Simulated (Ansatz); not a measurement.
## Sn$_{3}$O: geometry relaxation (part 2 of 2)

The same run, continued: Sn$_{3}$O (P6₃22, 8 atoms in the cell); DFT PBE, scalar-relativistic, plane waves, PAW, no spin polarisation (Ansatz 0.2.0); cutoff 420 eV, 6×6×6 k-mesh, Fermi–Dirac smearing of 0.15 eV. It belongs to a series of runs on one base structure; here: cell and atoms relaxed tightly for response.

Geometry of the input (Å; fractional positions):
```
6.0537  0.0000  0.0000
-3.0269  5.2427  0.0000
0.0000  0.0000  5.7848
Sn 0.3339  0.0000  0.0000
Sn 0.3339  0.3339  0.5000
Sn -0.0000  0.3339  0.0000
Sn 0.6661  0.0000  0.5000
Sn 0.6661  0.6661  0.0000
Sn -0.0000  0.6661  0.5000
O  0.3333  0.6667  0.2500
O  0.6667  0.3333  0.7500
```

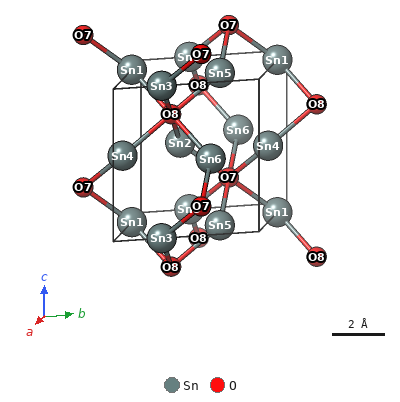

*The geometry at step 10 of the log (ball-and-stick view of the cell of the calculation, seen slightly off an axis; bonded neighbours outside the cell are drawn too; atoms are numbered from 1 in the order of the input).*

Output, continued:
```
--- Per-component energies (eV) ---
  E_band       = -529.156549
  E_kinetic    = 1459.038007
  E_local      = -5830.724334  (includes V_loc(G=0)·N_el)
  E_nonlocal   = -100.638448
  E_hartree    = 3443.707821
  E_xc         = -2444.248290
  E_vxc        = -764.656004  (∫ρ·V_xc dr)
  E_paw        = -25119.225298  (= ΣΔE_a)
  E_vpaw       = -2179.596056  (= ΣTr[D̂ρ^β])
  E_aug_tail   = 0.004645  (compensation charges beyond the density's cutoff)
  E_ewald      = -8684.744467
  E_smearing   = -0.314509  (= −TS)
  E_closure    = -0.000000  (closes the sum)
  Σ components = -37277.144873   (vs F -37277.144873, Δ=0.00e0)
--- Forces (eV/Å), atoms counted from 1 ---
  atom   1  Sn     0.00036823     0.00000000     0.00000000
  atom   2  Sn     0.00018411     0.00031890    -0.00000000
  atom   3  Sn    -0.00018411     0.00031890     0.00000000
  atom   4  Sn    -0.00036823    -0.00000000    -0.00000000
  atom   5  Sn    -0.00018411    -0.00031890    -0.00000000
  atom   6  Sn     0.00018411    -0.00031890     0.00000000
  atom   7  O     -0.00000000     0.00000000    -0.00000000
  atom   8  O      0.00000000    -0.00000000    -0.00000000
  max |Σ_I F_I| component: 1.62e-17 eV/Å
--- Stress (GPa, compression-positive) ---
        0.003193      -0.000000      -0.000000
       -0.000000       0.003193       0.000000
       -0.000000       0.000000       0.007104
  P = ⅓ Tr σ = 0.0045 GPa (0.045 kbar)
--- Band table (eV; the first three rows and the last of 28) ---
  k-point 0: bands = ["-11.5484", "-11.4969", "-11.4252", "-11.4185", "-11.4185", "-11.4125", "-11.4068", "-11.4068", "-11.3756", "-11.3756", "-11.3667", "-11.3667", "-11.3603", "-11.3603", "-11.3573", "-11.3548", "-11.3548", "-11.3541", "-11.3528", "-11.3390", "-11.3302", "-11.3302", "-11.3298", "-11.3298", "-11.3143", "-11.3143", "-11.3061", "-11.3034", "-11.2858", "-11.2858", "-8.1337", "-8.0209", "0.8471", "1.9138", "3.3829", "3.3829", "4.0157", "4.0157", "5.2546", "6.3723", "6.6815", "6.6815", "7.3561", "7.9090", "7.9090", "8.0541", "9.3121", "9.3121", "9.7823", "9.7823", "10.1955", "11.8052", "12.3558", "12.3558", "12.9188", "13.2340", "13.2340", "15.9558", "15.9558"]
  k-point 1: bands = ["-11.5394", "-11.4928", "-11.4242", "-11.4240", "-11.4181", "-11.4142", "-11.4136", "-11.4075", "-11.3793", "-11.3786", "-11.3714", "-11.3651", "-11.3641", "-11.3623", "-11.3618", "-11.3589", "-11.3525", "-11.3496", "-11.3474", "-11.3376", "-11.3319", "-11.3280", "-11.3223", "-11.3205", "-11.3159", "-11.3100", "-11.3090", "-11.3080", "-11.2886", "-11.2854", "-8.1247", "-8.0268", "0.8828", "1.7775", "3.3619", "3.5636", "3.8616", "4.2826", "5.2989", "5.9215", "6.4506", "6.9791", "7.1801", "7.3863", "8.2510", "8.5097", "8.9820", "9.0243", "9.8884", "10.5666", "10.6300", "11.4094", "12.2891", "12.6291", "12.6553", "13.3912", "13.5220", "16.0668", "16.0773"]
  k-point 2: bands = ["-11.5165", "-11.4860", "-11.4307", "-11.4253", "-11.4211", "-11.4194", "-11.4163", "-11.4128", "-11.3851", "-11.3851", "-11.3756", "-11.3732", "-11.3726", "-11.3723", "-11.3586", "-11.3572", "-11.3491", "-11.3487", "-11.3403", "-11.3338", "-11.3253", "-11.3190", "-11.3175", "-11.3172", "-11.3155", "-11.3154", "-11.3145", "-11.2988", "-11.2942", "-11.2869", "-8.1010", "-8.0443", "0.9962", "1.4841", "3.4605", "3.7483", "3.9203", "4.7020", "5.1460", "5.4567", "6.0810", "6.1723", "7.3045", "7.9366", "8.1291", "8.7935", "9.1022", "9.2613", "10.3777", "10.5273", "10.8005", "10.9328", "11.6969", "13.2813", "13.6812", "13.7977", "14.2311", "14.5395", "16.3834"]
  k-point 27: bands = ["-11.5315", "-11.5315", "-11.4459", "-11.4459", "-11.4417", "-11.4417", "-11.4240", "-11.4240", "-11.4007", "-11.4007", "-11.3757", "-11.3757", "-11.3518", "-11.3518", "-11.3403", "-11.3403", "-11.3354", "-11.3354", "-11.3316", "-11.3316", "-11.3219", "-11.3219", "-11.3071", "-11.3071", "-11.3016", "-11.3016", "-11.2917", "-11.2917", "-11.2869", "-11.2869", "-8.0584", "-8.0584", "1.8448", "1.8448", "2.1965", "2.1965", "3.8977", "3.8977", "5.4000", "5.4000", "6.3634", "6.3634", "8.0160", "8.0160", "9.4300", "9.4300", "9.9359", "9.9359", "10.4965", "10.4965", "12.2583", "12.2583", "12.4582", "12.4582", "13.9343", "13.9343", "14.1242", "14.1242", "15.5272"]
--- Relaxed structure (16 steps of the walk, 12 accepted, 3 SCFs on fresh bases) ---
  F+E_penalty+E_count = -37277.14487291 eV   max|allowed force component| = 3.682e-4 eV/Å   (the final SCF, on the basis selected at the relaxed cell)
  cell:  # Å, volume = 183.0997 Å³
    - [5.910679655710296, 2.818540104524425e-11, -2.5239862751273016e-34]
    - [-2.955339827879557, 5.1187987354628826, 9.901913032975671e-34]
    - [4.936304884195412e-33, 1.160234117531514e-33, 6.051765334823339]
  atoms:
    - { symbol: Sn, position: [0.3320199637990746, -5.475739805550737e-20, -2.571541973032398e-32] }
    - { symbol: Sn, position: [0.3320199637990747, 0.33201996379907467, 0.5] }
    - { symbol: Sn, position: [-2.7755575615628914e-17, 0.33201996379907467, 2.1282602265549693e-32] }
    - { symbol: Sn, position: [0.6679800362009255, -3.8469812017301984e-19, 0.5] }
    - { symbol: Sn, position: [0.6679800362009254, 0.6679800362009253, 5.380024837189781e-33] }
    - { symbol: Sn, position: [-4.74240416569612e-34, 0.6679800362009256, 0.5] }
    - { symbol: O, position: [0.3333333333333333, 0.6666666666666669, 0.25] }
    - { symbol: O, position: [0.666666666666667, 0.33333333333333337, 0.75] }
```

Trajectory as extended XYZ (Å, eV, eV/Å), 19 frames, from step=1 to step=19:
```
8
Lattice="6.0537 0.0000 0.0000 -3.0269 5.2427 0.0000 0.0000 0.0000 5.7848" Properties=species:S:1:pos:R:3:forces:R:3 step=1 energy=-37277.13729 pressure_GPa=0.14
Sn    2.0215    0.0000    0.0000   -0.0355   0.0000   0.0000
Sn    1.0107    1.7506    2.8924   -0.0178  -0.0308   0.0000
Sn   -1.0107    1.7506    0.0000    0.0178  -0.0308   0.0000
Sn    4.0323    0.0000    2.8924    0.0355   0.0000   0.0000
Sn    2.0161    3.4921    0.0000    0.0178   0.0308   0.0000
Sn   -2.0161    3.4921    2.8924   -0.0178   0.0308   0.0000
O     0.0000    3.4951    1.4462    0.0000   0.0000   0.0000
O     3.0269    1.7476    4.3386    0.0000   0.0000   0.0000
8
Lattice="6.0327 0.0000 0.0000 -3.0163 5.2244 0.0000 0.0000 0.0000 5.7881" Properties=species:S:1:pos:R:3:forces:R:3 step=2 energy=-37277.13339 pressure_GPa=0.08 accepted=F
Sn    1.9779    0.0000    0.0000    0.0819   0.0000   0.0000
Sn    0.9890    1.7129    2.8941    0.0409   0.0709   0.0000
Sn   -0.9890    1.7129    0.0000   -0.0409   0.0709   0.0000
Sn    4.0547    0.0000    2.8941   -0.0819   0.0000   0.0000
Sn    2.0274    3.5115    0.0000   -0.0409  -0.0709   0.0000
Sn   -2.0274    3.5115    2.8941    0.0409  -0.0709   0.0000
O     0.0000    3.4830    1.4470    0.0000   0.0000   0.0000
O     3.0163    1.7415    4.3411    0.0000   0.0000   0.0000
8
Lattice="6.0520 0.0000 0.0000 -3.0260 5.2412 0.0000 0.0000 0.0000 5.7996" Properties=species:S:1:pos:R:3:forces:R:3 step=3 energy=-37277.13816 pressure_GPa=-0.12
Sn    2.0107    0.0000    0.0000    0.0038   0.0000   0.0000
Sn    1.0053    1.7413    2.8998    0.0019   0.0033   0.0000
Sn   -1.0053    1.7413    0.0000   -0.0019   0.0033   0.0000
Sn    4.0413    0.0000    2.8998   -0.0038   0.0000   0.0000
Sn    2.0207    3.4999    0.0000   -0.0019  -0.0033   0.0000
Sn   -2.0207    3.4999    2.8998    0.0019  -0.0033   0.0000
O     0.0000    3.4941    1.4499    0.0000   0.0000   0.0000
O     3.0260    1.7471    4.3497    0.0000   0.0000   0.0000
8
Lattice="6.0417 0.0000 0.0000 -3.0208 5.2322 0.0000 0.0000 0.0000 5.8028" Properties=species:S:1:pos:R:3:forces:R:3 step=4 energy=-37277.13897 pressure_GPa=0.02
Sn    2.0046    0.0000    0.0000    0.0057   0.0000   0.0000
Sn    1.0023    1.7361    2.9014    0.0029   0.0049   0.0000
Sn   -1.0023    1.7361    0.0000   -0.0029   0.0049   0.0000
Sn    4.0370    0.0000    2.9014   -0.0057   0.0000   0.0000
Sn    2.0185    3.4962    0.0000   -0.0029  -0.0049   0.0000
Sn   -2.0185    3.4962    2.9014    0.0029  -0.0049   0.0000
O     0.0000    3.4882    1.4507    0.0000   0.0000   0.0000
O     3.0208    1.7441    4.3521    0.0000   0.0000   0.0000
8
Lattice="6.0335 0.0000 0.0000 -3.0168 5.2252 0.0000 0.0000 0.0000 5.8138" Properties=species:S:1:pos:R:3:forces:R:3 step=5 energy=-37277.13939 pressure_GPa=0.05
Sn    2.0015    0.0000    0.0000    0.0048   0.0000   0.0000
Sn    1.0007    1.7333    2.9069    0.0024   0.0042   0.0000
Sn   -1.0007    1.7333    0.0000   -0.0024   0.0042   0.0000
Sn    4.0320    0.0000    2.9069   -0.0048   0.0000   0.0000
Sn    2.0160    3.4919    0.0000   -0.0024  -0.0042   0.0000
Sn   -2.0160    3.4919    2.9069    0.0024  -0.0042   0.0000
O     0.0000    3.4835    1.4535    0.0000   0.0000   0.0000
O     3.0168    1.7417    4.3604    0.0000   0.0000   0.0000
8
Lattice="5.8498 0.0000 0.0000 -2.9249 5.0661 0.0000 0.0000 0.0000 6.0963" Properties=species:S:1:pos:R:3:forces:R:3 step=6 energy=-37277.13492 pressure_GPa=0.64 accepted=F
Sn    1.9314    0.0000    0.0000    0.0275   0.0000   0.0000
Sn    0.9657    1.6727    3.0481    0.0137   0.0238   0.0000
Sn   -0.9657    1.6727    0.0000   -0.0137   0.0238   0.0000
Sn    3.9184    0.0000    3.0481   -0.0275   0.0000   0.0000
Sn    1.9592    3.3935    0.0000   -0.0137  -0.0238   0.0000
Sn   -1.9592    3.3935    3.0481    0.0137  -0.0238   0.0000
O     0.0000    3.3774    1.5241    0.0000   0.0000   0.0000
O     2.9249    1.6887    4.5722    0.0000   0.0000   0.0000
8
Lattice="5.9801 0.0000 0.0000 -2.9901 5.1789 0.0000 0.0000 0.0000 5.9153" Properties=species:S:1:pos:R:3:forces:R:3 step=7 energy=-37277.14187 pressure_GPa=0.02
Sn    1.9841    0.0000    0.0000   -0.0002   0.0000   0.0000
Sn    0.9921    1.7183    2.9576   -0.0001  -0.0002   0.0000
Sn   -0.9921    1.7183    0.0000    0.0001  -0.0002   0.0000
Sn    3.9960    0.0000    2.9576    0.0002   0.0000   0.0000
Sn    1.9980    3.4606    0.0000    0.0001   0.0002   0.0000
Sn   -1.9980    3.4606    2.9576   -0.0001   0.0002   0.0000
O     0.0000    3.4526    1.4788    0.0000   0.0000   0.0000
O     2.9901    1.7263    4.4365    0.0000   0.0000   0.0000
8
Lattice="5.9045 0.0000 0.0000 -2.9523 5.1135 0.0000 0.0000 0.0000 6.0563" Properties=species:S:1:pos:R:3:forces:R:3 step=8 energy=-37277.14137 pressure_GPa=0.02 accepted=F
Sn    1.9572    0.0000    0.0000    0.0112   0.0000   0.0000
Sn    0.9786    1.6950    3.0281    0.0056   0.0097   0.0000
Sn   -0.9786    1.6950    0.0000   -0.0056   0.0097   0.0000
Sn    3.9473    0.0000    3.0281   -0.0112   0.0000   0.0000
Sn    1.9737    3.4185    0.0000   -0.0056  -0.0097   0.0000
Sn   -1.9737    3.4185    3.0281    0.0056  -0.0097   0.0000
O     0.0000    3.4090    1.5141    0.0000   0.0000   0.0000
O     2.9523    1.7045    4.5422    0.0000   0.0000   0.0000
8
Lattice="5.9573 0.0000 0.0000 -2.9787 5.1592 0.0000 0.0000 0.0000 5.9599" Properties=species:S:1:pos:R:3:forces:R:3 step=9 energy=-37277.14240 pressure_GPa=-0.00
Sn    1.9764    0.0000    0.0000    0.0008   0.0000   0.0000
Sn    0.9882    1.7117    2.9800    0.0004   0.0007   0.0000
Sn   -0.9882    1.7117    0.0000   -0.0004   0.0007   0.0000
Sn    3.9809    0.0000    2.9800   -0.0008   0.0000   0.0000
Sn    1.9904    3.4475    0.0000   -0.0004  -0.0007   0.0000
Sn   -1.9904    3.4475    2.9800    0.0004  -0.0007   0.0000
O     0.0000    3.4394    1.4900    0.0000   0.0000   0.0000
O     2.9787    1.7197    4.4699    0.0000   0.0000   0.0000
8
Lattice="5.9492 0.0000 0.0000 -2.9746 5.1522 0.0000 0.0000 0.0000 5.9742" Properties=species:S:1:pos:R:3:forces:R:3 step=10 energy=-37277.14250 pressure_GPa=0.01
Sn    1.9740    0.0000    0.0000   -0.0004   0.0000   0.0000
Sn    0.9870    1.7096    2.9871   -0.0002  -0.0003   0.0000
Sn   -0.9870    1.7096    0.0000    0.0002  -0.0003   0.0000
Sn    3.9752    0.0000    2.9871    0.0004   0.0000   0.0000
Sn    1.9876    3.4426    0.0000    0.0002   0.0003   0.0000
Sn   -1.9876    3.4426    2.9871   -0.0002   0.0003   0.0000
O     0.0000    3.4348    1.4936    0.0000   0.0000   0.0000
O     2.9746    1.7174    4.4807    0.0000   0.0000   0.0000
8
Lattice="5.9496 0.0000 0.0000 -2.9748 5.1525 0.0000 0.0000 0.0000 5.9778" Properties=species:S:1:pos:R:3:forces:R:3 step=11 energy=-37277.14237 pressure_GPa=-0.04 accepted=F
Sn    1.9741    0.0000    0.0000    0.0017   0.0000   0.0000
Sn    0.9871    1.7096    2.9889    0.0008   0.0015   0.0000
Sn   -0.9871    1.7096    0.0000   -0.0008   0.0015   0.0000
Sn    3.9755    0.0000    2.9889   -0.0017   0.0000   0.0000
Sn    1.9878    3.4429    0.0000   -0.0008  -0.0015   0.0000
Sn   -1.9878    3.4429    2.9889    0.0008  -0.0015   0.0000
O     0.0000    3.4350    1.4944    0.0000   0.0000   0.0000
O     2.9748    1.7175    4.4833    0.0000   0.0000   0.0000
8
Lattice="5.9488 0.0000 0.0000 -2.9744 5.1518 0.0000 0.0000 0.0000 5.9760" Properties=species:S:1:pos:R:3:forces:R:3 step=12 energy=-37277.14248 pressure_GPa=0.00
Sn    1.9739    0.0000    0.0000    0.0000   0.0000   0.0000
Sn    0.9869    1.7094    2.9880    0.0000   0.0000   0.0000
Sn   -0.9869    1.7094    0.0000    0.0000   0.0000   0.0000
Sn    3.9749    0.0000    2.9880    0.0000   0.0000   0.0000
Sn    1.9874    3.4423    0.0000    0.0000   0.0000   0.0000
Sn   -1.9874    3.4423    2.9880    0.0000   0.0000   0.0000
O     0.0000    3.4345    1.4940    0.0000   0.0000   0.0000
O     2.9744    1.7173    4.4820    0.0000   0.0000   0.0000
8
Lattice="5.9488 0.0000 0.0000 -2.9744 5.1518 0.0000 0.0000 0.0000 5.9760" Properties=species:S:1:pos:R:3:forces:R:3 step=13 energy=-37277.14408 pressure_GPa=0.01
Sn    1.9739    0.0000    0.0000   -0.0001   0.0000   0.0000
Sn    0.9869    1.7094    2.9880    0.0000  -0.0001   0.0000
Sn   -0.9869    1.7094    0.0000    0.0000  -0.0001   0.0000
Sn    3.9749    0.0000    2.9880    0.0001   0.0000   0.0000
Sn    1.9874    3.4423    0.0000    0.0000   0.0001   0.0000
Sn   -1.9874    3.4423    2.9880    0.0000   0.0001   0.0000
O     0.0000    3.4345    1.4940    0.0000   0.0000   0.0000
O     2.9744    1.7173    4.4820    0.0000   0.0000   0.0000
8
Lattice="5.9202 0.0000 0.0000 -2.9601 5.1271 0.0000 0.0000 0.0000 6.0288" Properties=species:S:1:pos:R:3:forces:R:3 step=14 energy=-37277.14486 pressure_GPa=0.02
Sn    1.9632    0.0000    0.0000    0.0067   0.0000   0.0000
Sn    0.9816    1.7002    3.0144    0.0034   0.0058   0.0000
Sn   -0.9816    1.7002    0.0000   -0.0034   0.0058   0.0000
Sn    3.9570    0.0000    3.0144   -0.0067   0.0000   0.0000
Sn    1.9785    3.4269    0.0000   -0.0034  -0.0058   0.0000
Sn   -1.9785    3.4269    3.0144    0.0034  -0.0058   0.0000
O     0.0000    3.4180    1.5072    0.0000   0.0000   0.0000
O     2.9601    1.7090    4.5216    0.0000   0.0000   0.0000
8
Lattice="5.9197 0.0000 0.0000 -2.9598 5.1266 0.0000 0.0000 0.0000 6.0335" Properties=species:S:1:pos:R:3:forces:R:3 step=15 energy=-37277.14481 pressure_GPa=0.00
Sn    1.9647    0.0000    0.0000    0.0017   0.0000   0.0000
Sn    0.9823    1.7015    3.0167    0.0008   0.0015   0.0000
Sn   -0.9823    1.7015    0.0000   -0.0008   0.0015   0.0000
Sn    3.9550    0.0000    3.0167   -0.0017   0.0000   0.0000
Sn    1.9775    3.4251    0.0000   -0.0008  -0.0015   0.0000
Sn   -1.9775    3.4251    3.0167    0.0008  -0.0015   0.0000
O     0.0000    3.4177    1.5084    0.0000   0.0000   0.0000
O     2.9598    1.7089    4.5251    0.0000   0.0000   0.0000
8
Lattice="5.9189 0.0000 0.0000 -2.9595 5.1259 0.0000 0.0000 0.0000 6.0355" Properties=species:S:1:pos:R:3:forces:R:3 step=16 energy=-37277.14480 pressure_GPa=0.00
Sn    1.9650    0.0000    0.0000   -0.0002   0.0000   0.0000
Sn    0.9825    1.7017    3.0177   -0.0001  -0.0002   0.0000
Sn   -0.9825    1.7017    0.0000    0.0001  -0.0002   0.0000
Sn    3.9539    0.0000    3.0177    0.0002   0.0000   0.0000
Sn    1.9770    3.4242    0.0000    0.0001   0.0002   0.0000
Sn   -1.9770    3.4242    3.0177   -0.0001   0.0002   0.0000
O     0.0000    3.4173    1.5089    0.0000   0.0000   0.0000
O     2.9595    1.7086    4.5266    0.0000   0.0000   0.0000
8
Lattice="5.9189 0.0000 0.0000 -2.9595 5.1259 0.0000 0.0000 0.0000 6.0355" Properties=species:S:1:pos:R:3:forces:R:3 step=17 energy=-37277.14481 pressure_GPa=0.00
Sn    1.9650    0.0000    0.0000   -0.0003   0.0000   0.0000
Sn    0.9825    1.7017    3.0177   -0.0001  -0.0002   0.0000
Sn   -0.9825    1.7017    0.0000    0.0001  -0.0002   0.0000
Sn    3.9539    0.0000    3.0177    0.0003   0.0000   0.0000
Sn    1.9770    3.4242    0.0000    0.0001   0.0002   0.0000
Sn   -1.9770    3.4242    3.0177   -0.0001   0.0002   0.0000
O     0.0000    3.4173    1.5089    0.0000   0.0000   0.0000
O     2.9595    1.7086    4.5266    0.0000   0.0000   0.0000
8
Lattice="5.9107 0.0000 0.0000 -2.9553 5.1188 0.0000 0.0000 0.0000 6.0518" Properties=species:S:1:pos:R:3:forces:R:3 step=18 energy=-37277.14488 pressure_GPa=0.00
Sn    1.9625    0.0000    0.0000    0.0004   0.0000   0.0000
Sn    0.9812    1.6995    3.0259    0.0002   0.0003   0.0000
Sn   -0.9812    1.6995    0.0000   -0.0002   0.0003   0.0000
Sn    3.9482    0.0000    3.0259   -0.0004   0.0000   0.0000
Sn    1.9741    3.4193    0.0000   -0.0002  -0.0003   0.0000
Sn   -1.9741    3.4193    3.0259    0.0002  -0.0003   0.0000
O     0.0000    3.4125    1.5129    0.0000   0.0000   0.0000
O     2.9553    1.7063    4.5388    0.0000   0.0000   0.0000
8
Lattice="5.9107 0.0000 0.0000 -2.9553 5.1188 0.0000 0.0000 0.0000 6.0518" Properties=species:S:1:pos:R:3:forces:R:3 step=19 energy=-37277.14487 pressure_GPa=0.00
Sn    1.9625    0.0000    0.0000    0.0004   0.0000   0.0000
Sn    0.9812    1.6995    3.0259    0.0002   0.0003   0.0000
Sn   -0.9812    1.6995    0.0000   -0.0002   0.0003   0.0000
Sn    3.9482    0.0000    3.0259   -0.0004   0.0000   0.0000
Sn    1.9741    3.4193    0.0000   -0.0002  -0.0003   0.0000
Sn   -1.9741    3.4193    3.0259    0.0002  -0.0003   0.0000
O     0.0000    3.4125    1.5129    0.0000   0.0000   0.0000
O     2.9553    1.7063    4.5388    0.0000   0.0000   0.0000
```

Summary:

| quantity | value |
| --- | --- |
| outcome | converged |
| space group (tolerance 0.01 Å) | P6₃22 (182) |
| electrons treated | 96 |
| free energy | −37277.1449 eV |
| Fermi energy | 10.219 eV |
| gap on the k-point mesh | none (metallic) |
| pressure | 0.00 GPa |
| final volume | 183.10 Å³ |
| largest force (length of the vector) at the end | under 0.001 eV/Å |
| final cell | a = 5.911 Å, b = 5.911 Å, c = 6.052 Å, α = 90.00°, β = 90.00°, γ = 120.00° |
| wall time | 2 min (CPU time 7.9 min) |
| peak memory | 0.66 GiB |

Notes:

Results for this metal are sensitive to the k-point mesh.
